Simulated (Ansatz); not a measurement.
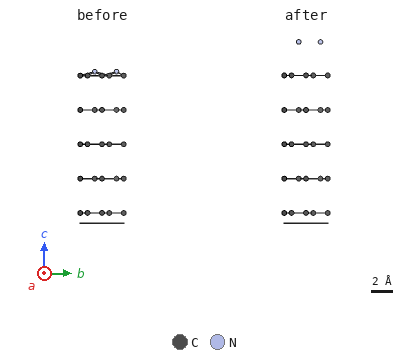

The structure of a slab of composition C₁₀N (cut from the P6_3/mmc phase) before (left) and after (right) a constrained relaxation, at one scale.

A ball-and-stick model of the 2 × 2 repeat of the cell, outlined in the plane, without the vacuum, seen along the a axis.

Case: N put at a hollow C-C-C site. The slab is the (0 0 1) face of C with N on it. 4 atoms are held fixed.

These are results of DFT PBE+D3(BJ), scalar-relativistic, plane waves, PAW in Ansatz 0.2.0, not measurements. Set-up: plane-wave cutoff 420 eV; k-point mesh 12 × 12 × 1; occupations gaussian; smearing width 0.1 eV; no spin polarisation; dipole correction; atoms relaxed in a fixed cell; force threshold 0.03 eV/Å; at most 70 steps.

### Summarise the run.

The energy falls by 12.025 eV per cell of the calculation in 18 accepted moves (19 points after the start). The largest force component goes from 16 to 0.0026 eV/Å. The line search rejected the trial step at point 15 of the run. The largest move is that of the N atom, 2.92 Å along the normal (+c). Largest moves by element: N 2.92 Å, C 0.02 Å. The lattice vectors keep their values. Near-neighbour distances that change, for instance: C–N 1.473 → 3.581 Å. Bonds break: C–N (1.47 → 3.58 Å).

Limits of the set-up: the cell has an odd number of electrons but was run without spin polarisation; the periodic images lie only 2.5 Å apart, so the values are limited by the cell's size.
